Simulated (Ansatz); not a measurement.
# Geometry relaxation of HfO2 (part 2 of 2)

HfO2 (slab, 6 atoms in the cell); DFT PBE+D3(BJ), scalar-relativistic, plane waves, PAW, PAW set soft_1, no spin polarisation (Ansatz 0.2.0); cutoff 420 eV, 9×9×1 k-mesh, Gaussian smearing of 0.05 eV. The structure derives from an entry of the Crystallography Open Database. The input holds or restrains some coordinates. Forces given for the steps count only the free coordinates.

Geometry of the input (Å; fractional positions):
```
3.5874  0.0000  0.0000
-1.7937  3.1068  0.0000
0.0000  0.0000  18.3937
O  0.0000  0.0000  0.3806
Hf 0.6667  0.3333  0.4204
O  0.3333  0.6667  0.4602
O  0.6667  0.3333  0.5398
Hf 0.3333  0.6667  0.5796
O  0.0000  0.0000  0.6194
```

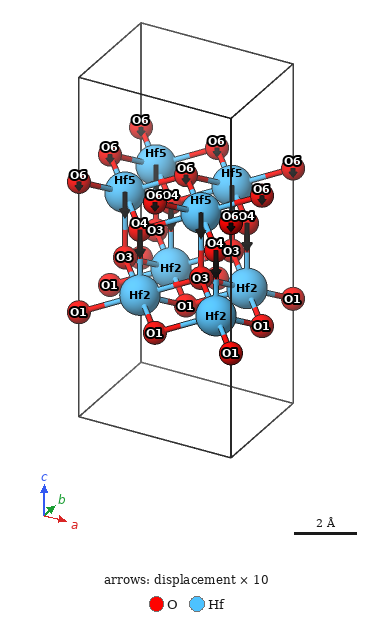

Fig. 1: The starting structure with the displacements as black arrows, magnified 10 times (ball-and-stick view of the 2 × 2 repeat of the cell, with the vacuum cut short, seen slightly off an axis). After 3 geometry steps the energy has fallen by 14.3 meV per atom. Largest force component: 1.1 eV/Å at the start, 0.01 eV/Å at the end. O4 moves most: 0.100 Å. Largest moves by element: O 0.100 Å, Hf 0.091 Å. The cell stays as it was. Among the contacts that change: Hf2–O4 2.197 → 2.097 Å, O3–Hf5 2.197 → 2.106 Å, Hf5–O6 2.197 → 2.217 Å. (Atoms are counted from 1 in the order of the input.)

```
WARN: The output density's exchange-correlation potential varies sharply where the density is thin. Do not read a vacuum level from v_tot or v_xc, or from such a field of the output density. On a cell that repeats whose density bears no net charge and no dipole along the vacuum's axis use v_es (v_loc + v_h of the components); under efield.dipole_correction with no amplitude use v_es + v_field, which holds any external_charges[].barrier, or the levels of the report's work_function block, which leave it out; under a non-zero efield.amplitude the vacuum is tilted and has no level; on a cell that repeats and bears such a dipole with no correction it is tilted too, and efield.dipole_correction with no amplitude gives each side of its ramp a level where efield: is served; in a cell that repeats whose density bears a net charge (total_charge, or a fill off its count) it is curved and has none; of a slab under crystal.periodic whose density bears no net charge use v_es, which has a level on each side, short of where the two are joined; of another it falls or rises all the way out and has none; of a slab beside external_charges read slab_vacuum_level instead, which it has where they leave it neutral. The grid or the basis barely resolves most such structure, and the values can differ between equally converged runs; as a rule a tighter scf.convergence.dr2_threshold does not remove it. Where the density itself ripples (under the LDA too) a higher basis.ecutwfc lessens it. The files hold the spikes' plane waves up to the density's cutoff. Files: v_tot_of_output_density and the like, and their columns of v_z.tsv (output.write_potential); v_xc_of_output_density and the like, and their columns of v_comp_z.tsv (output.write_potential_components). Measured: with its Gaussian average of σ = 0.25 Å subtracted twice, the exchange-correlation potential is over 0.1 eV at 1 of the grid points where the equally averaged density (valence and model cores) is under 1e-3 e/Å³, and 0.197 eV at the most among them, at an averaged density of 1.1e-7 e/Å³. See output.write_potential in the manual, Limitations
SCF converged after 7 iterations
Free energy (F): -33724.278554 eV
Harris-Foulkes:  -33724.278554 eV  (|F-HF|=2.75e-9)
Internal energy: -33724.278554 eV  (E = F + TS)
E sigma→0 (E₀):  -33724.278554 eV
Fermi energy:    2.288185 eV
Dipole field:    D = -0.019394 V/Å  (p = -0.021972 e·Å, saw-weighted, corrected)
Work function:   Φ+ = 4.6119 eV   Φ− = 4.2551 eV
Levels:          The Fermi level and band energies are counted from a zero that moves with the ramp; work functions are not
--- Per-component energies (eV) ---
  E_band       = -1076.391381
  E_kinetic    = 1476.773931
  E_local      = -86749.015190  (includes V_loc(G=0)·N_el)
  E_nonlocal   = 335.731552
  E_hartree    = 42512.526336
  E_xc         = -816.640386
  E_vxc        = -871.399643  (∫ρ·V_xc dr)
  E_paw        = -16047.540197  (= ΣΔE_a)
  E_vpaw       = -293.484608  (= ΣTr[D̂ρ^β])
  E_aug_tail   = 0.003402  (compensation charges beyond the density's cutoff)
  E_efield     = 0.000213  (sawtooth field / dipole correction)
  E_vefield    = -0.060647  (∫n·V_field dr)
  E_ewald      = 25564.780132
  E_disp       = -0.898347  (pairwise vdW)
  E_smearing   = -0.000000  (= −TS)
  E_closure    = -0.000000  (closes the sum)
  Σ components = -33724.278554   (vs F -33724.278554, Δ=0.00e0)
--- Forces (eV/Å), atoms counted from 1 ---
  atom   1  O     -0.00000000    -0.00000000    -0.59678552
  atom   2  Hf    -0.00000000    -0.00000000     0.34275014
  atom   3  O     -0.00000000    -0.00000000     0.25150636
  atom   4  O      0.00000000     0.00000000    -0.00189507
  atom   5  Hf     0.00000000     0.00000000     0.01028811
  atom   6  O      0.00000000     0.00000000    -0.00577125
  max |Σ_I F_I| component: 9.28e-5 eV/Å
--- Band table (eV; the first three rows and the last of 12) ---
  k-point 0: bands = ["-60.7910", "-60.7555", "-29.7184", "-29.4337", "-29.2617", "-29.2617", "-29.2163", "-29.2163", "-17.8966", "-16.9853", "-15.4496", "-15.3698", "-10.6787", "-10.6755", "-10.6755", "-10.6595", "-10.6595", "-10.6461", "-10.6331", "-10.6331", "-10.6143", "-10.6143", "-10.5895", "-10.5428", "-10.5323", "-10.4261", "-4.5966", "-4.5966", "-4.1288", "-3.7737", "-3.7737", "-2.1061", "-1.2011", "-1.0382", "-0.7910", "-0.7910", "-0.3057", "-0.3057", "4.5203", "4.5203", "4.8268", "4.9651", "4.9651", "5.4961", "6.7014", "7.1407"]
  k-point 1: bands = ["-60.7899", "-60.7545", "-29.7079", "-29.4417", "-29.2951", "-29.2696", "-29.2550", "-29.2226", "-17.7770", "-16.8835", "-15.5090", "-15.4271", "-10.6778", "-10.6739", "-10.6728", "-10.6613", "-10.6590", "-10.6447", "-10.6323", "-10.6302", "-10.6160", "-10.6139", "-10.5931", "-10.5467", "-10.5421", "-10.4512", "-4.5102", "-4.3972", "-4.2457", "-3.6059", "-3.4942", "-2.5043", "-1.2639", "-1.0630", "-1.0029", "-0.6230", "-0.3614", "-0.2858", "4.5333", "4.6166", "4.9090", "5.1375", "5.1743", "5.6630", "6.8943", "7.1938"]
  k-point 2: bands = ["-60.7871", "-60.7520", "-29.6831", "-29.4791", "-29.3681", "-29.3413", "-29.2894", "-29.2387", "-17.4798", "-16.6592", "-15.6461", "-15.5218", "-10.6765", "-10.6708", "-10.6698", "-10.6596", "-10.6571", "-10.6420", "-10.6311", "-10.6255", "-10.6153", "-10.6125", "-10.6015", "-10.5646", "-10.5558", "-10.5031", "-4.4357", "-4.2918", "-3.8911", "-3.3940", "-3.1422", "-2.8451", "-1.6055", "-1.3502", "-0.9221", "-0.4786", "-0.4120", "-0.2508", "4.6571", "4.9039", "4.9243", "5.4434", "5.5850", "5.9155", "7.3120", "7.4815"]
  k-point 11: bands = ["-60.7803", "-60.7459", "-29.6003", "-29.5918", "-29.4877", "-29.4257", "-29.3969", "-29.3837", "-16.7077", "-16.6469", "-15.6111", "-15.4640", "-10.6765", "-10.6762", "-10.6687", "-10.6449", "-10.6417", "-10.6357", "-10.6278", "-10.6240", "-10.6216", "-10.6176", "-10.5923", "-10.5918", "-10.5793", "-10.5760", "-4.7158", "-4.3038", "-4.2817", "-2.9143", "-2.8390", "-1.7804", "-1.4614", "-1.4478", "-0.7666", "-0.6114", "-0.5791", "-0.2409", "5.1013", "5.1539", "5.1577", "5.7924", "6.1765", "6.2292", "7.7238", "7.8322"]
--- Relaxed structure (4 steps of the walk, 4 accepted, 0 SCFs on fresh bases) ---
  F+E_penalty+E_count = -33724.27855434 eV   max|allowed force component| = 1.029e-2 eV/Å
  atoms:
    - { symbol: O, position: [0.0, 0.0, 0.3805649747] }
    - { symbol: Hf, position: [0.6666666666666666, 0.33333333333333337, 0.4203766498] }
    - { symbol: O, position: [0.33333333333333326, 0.6666666666666667, 0.4601883249] }
    - { symbol: O, position: [0.6666666666666666, 0.33333333333333337, 0.5343907461958669] }
    - { symbol: Hf, position: [0.33333333333333326, 0.6666666666666667, 0.574696828752635] }
    - { symbol: O, position: [-5.595137257207572e-33, -2.314308900428456e-33, 0.6176693567355529] }
```

**Trajectory as extended XYZ (Å, eV, eV/Å), 4 frames, from step=1 to step=4**
```
6
Lattice="3.5874 0.0000 0.0000 -1.7937 3.1068 0.0000 0.0000 0.0000 18.3937" Properties=species:S:1:pos:R:3:forces:R:3 step=1 energy=-33724.19286
O     0.0000    0.0000    7.0000    0.0000   0.0000  -0.6831
Hf    1.7937    1.0356    7.7323    0.0000   0.0000   1.1283
O     0.0000    2.0712    8.4646    0.0000   0.0000   0.8023
O     1.7937    1.0356    9.9291    0.0000   0.0000  -0.8022
Hf    0.0000    2.0712   10.6614    0.0000   0.0000  -1.1283
O     0.0000    0.0000   11.3937    0.0000   0.0000   0.6831
6
Lattice="3.5874 0.0000 0.0000 -1.7937 3.1068 0.0000 0.0000 0.0000 18.3937" Properties=species:S:1:pos:R:3:forces:R:3 step=2 energy=-33724.25963
O     0.0000    0.0000    7.0000    0.0000   0.0000  -0.6246
Hf    1.7937    1.0356    7.7323    0.0000   0.0000   0.5973
O     0.0000    2.0712    8.4646    0.0000   0.0000   0.4209
O     1.7937    1.0356    9.8602    0.0000   0.0000  -0.2182
Hf    0.0000    2.0712   10.5980    0.0000   0.0000   0.3294
O     0.0000    0.0000   11.4397    0.0000   0.0000  -0.5036
6
Lattice="3.5874 0.0000 0.0000 -1.7937 3.1068 0.0000 0.0000 0.0000 18.3937" Properties=species:S:1:pos:R:3:forces:R:3 step=3 energy=-33724.27745
O     0.0000    0.0000    7.0000    0.0000   0.0000  -0.6068
Hf    1.7937    1.0356    7.7323    0.0000   0.0000   0.4323
O     0.0000    2.0712    8.4646    0.0000   0.0000   0.3243
O     1.7937    1.0356    9.8392    0.0000   0.0000  -0.0672
Hf    0.0000    2.0712   10.5809    0.0000   0.0000  -0.0013
O     0.0000    0.0000   11.3796    0.0000   0.0000  -0.0811
6
Lattice="3.5874 0.0000 0.0000 -1.7937 3.1068 0.0000 0.0000 0.0000 18.3937" Properties=species:S:1:pos:R:3:forces:R:3 step=4 energy=-33724.27855
O     0.0000    0.0000    7.0000    0.0000   0.0000  -0.5968
Hf    1.7937    1.0356    7.7323    0.0000   0.0000   0.3427
O     0.0000    2.0712    8.4646    0.0000   0.0000   0.2515
O     1.7937    1.0356    9.8294    0.0000   0.0000  -0.0019
Hf    0.0000    2.0712   10.5708    0.0000   0.0000   0.0103
O     0.0000    0.0000   11.3612    0.0000   0.0000  -0.0058
```

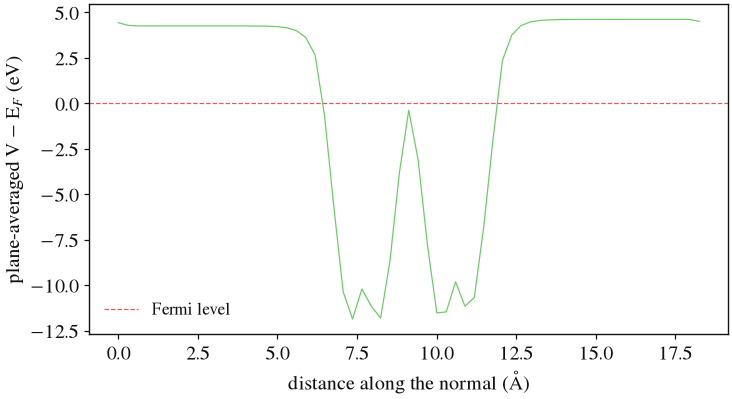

Fig. 2: Plane average of the electrostatic potential energy of an electron across the cell, from the Fermi level. The vacuum level lies 4.61 eV above the Fermi level on the upper side and 4.26 eV on the lower.

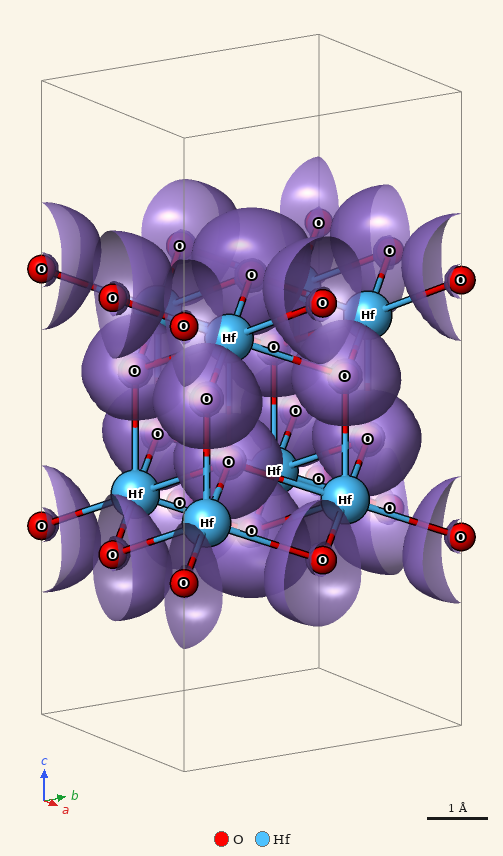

Fig. 3: Isosurface of the ELF at 0.6 (purple), seen slightly off an axis. Only the valence region is drawn (cores and ρ < 0.01 e/Å³ removed). Sticks mark near contacts. Values along the shortest contacts: Hf–O (2.10 Å): the ELF peaks at about 0.85 in the valence shell of O, 0.6 Å from its nucleus, and drops to about 0.20 between the two atoms. Hf–O (2.20 Å): the ELF peaks at about 0.85 in the valence shell of O, 0.6 Å from its nucleus, and drops to about 0.15 between the two atoms. In a PAW calculation such maps are meaningful between the atoms, not at the nuclei.

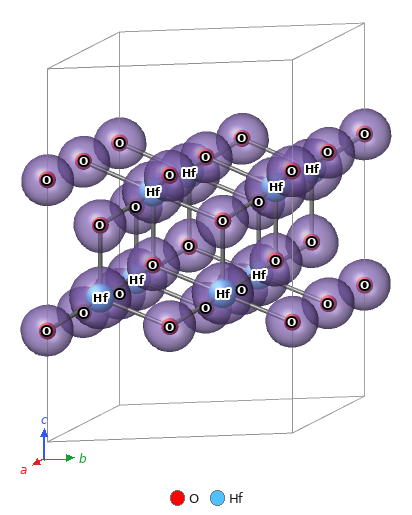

Fig. 4: Isosurface of the valence pseudo-density at 1 e/Å³ (purple), seen slightly off an axis. Sticks mark near contacts. At this value the density breaks into separate islands; it holds about 80 % of the electrons treated as valence (semicore included). It is pinched off along the Hf–O (2.10 Å) and Hf–O (2.20 Å) contacts. On the grid the lowest density along these lines, outside the cores, is 0.69 e/Å³ (Hf–O, 2.10 Å) and 0.53 e/Å³ (Hf–O, 2.20 Å).

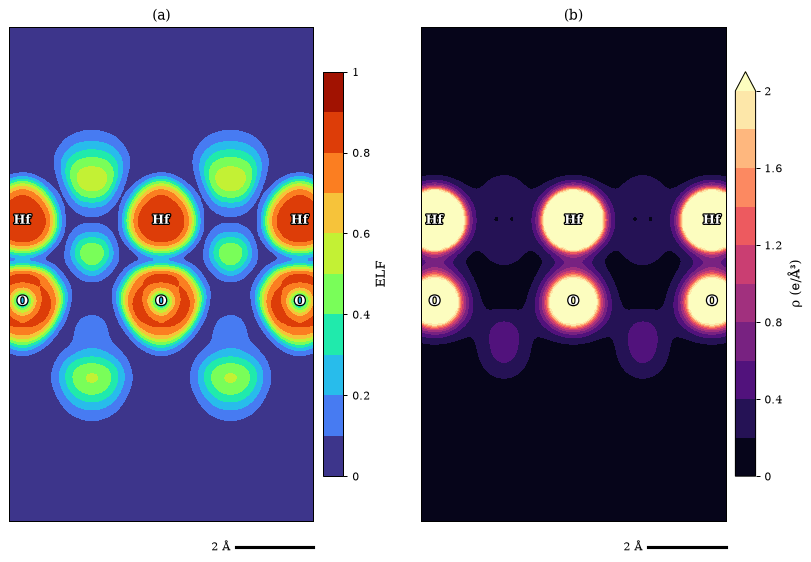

Fig. 5: (a) electron localisation function; (b) valence pseudo-density on the (100) plane of the calculation cell, a cut from vacuum to vacuum. Atoms in the plane: O and Hf. Hf–O (2.11 Å): the density is about 0.68 e/Å³ at the midpoint; the ELF peaks at about 0.85 in the valence shell of O, 0.6 Å from its nucleus, and drops to about 0.20 between the two atoms. The density dies away to nearly zero in the vacuum. The strong features right at Hf lie inside the PAW spheres (semicore, d or f shells) and say nothing about bonding.
